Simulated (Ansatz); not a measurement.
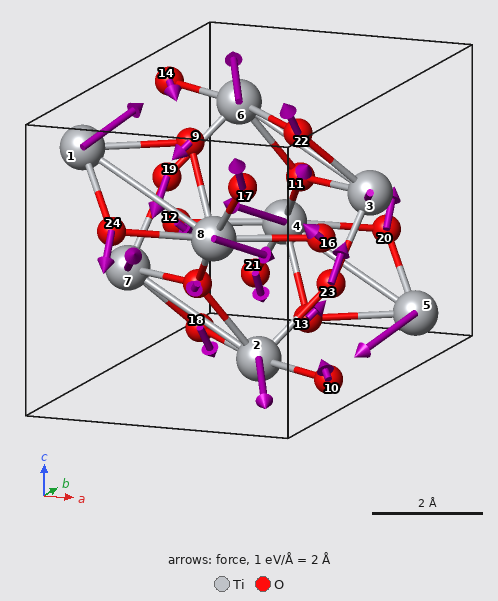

Starting geometry of a crystal of TiO2 (set up in Pbca) with the computed forces as purple arrows. A ball-and-stick model of the cell of the calculation, seen slightly off an axis.

Computed with DFT, r2SCAN, plane-wave PAW, default files, scalar-relativistic in Ansatz. Settings: plane-wave cutoff 500 eV; k-point mesh 5 × 3 × 4; occupations fermi dirac; smearing width 0.01 eV; no spin polarisation; atoms relaxed in a fixed cell; force threshold 0.02 eV/Å; at most 60 steps.

Is this structure relaxed? If not, where do the atoms go?

Answer. It isn't relaxed: the largest force vector, on Ti atoms, is 0.82 eV/Å. The final displacements follow the starting forces only in part (cosine between the two patterns 0.63). Over 5 accepted moves (6 points after the start) the energy falls by 0.327 eV per cell of the calculation. Largest force component: 0.68 eV/Å at the start, 0.0084 eV/Å at the end. 1 step only repeated the SCF at the same geometry. The largest moves, 0.12 Å, are those of Ti atoms. By element the largest moves are Ti 0.12 Å, O 0.03 Å. The cell doesn't change. Some distances before and after: Ti–Ti 2.974 → 3.079 Å, O–Ti 1.946 → 1.858 Å, O–Ti 1.924 → 2.001 Å, O–Ti 1.987 → 2.062 Å. Bond angles that change, for instance: Ti–O–Ti 97.1° → 101.2°, Ti–O–Ti 127.6° → 123.5°. The space group stays Pbca (No. 61). Cost: 2.1 min on 4 threads of Arm Neoverse V2 (shared host), peak memory 2 GiB.
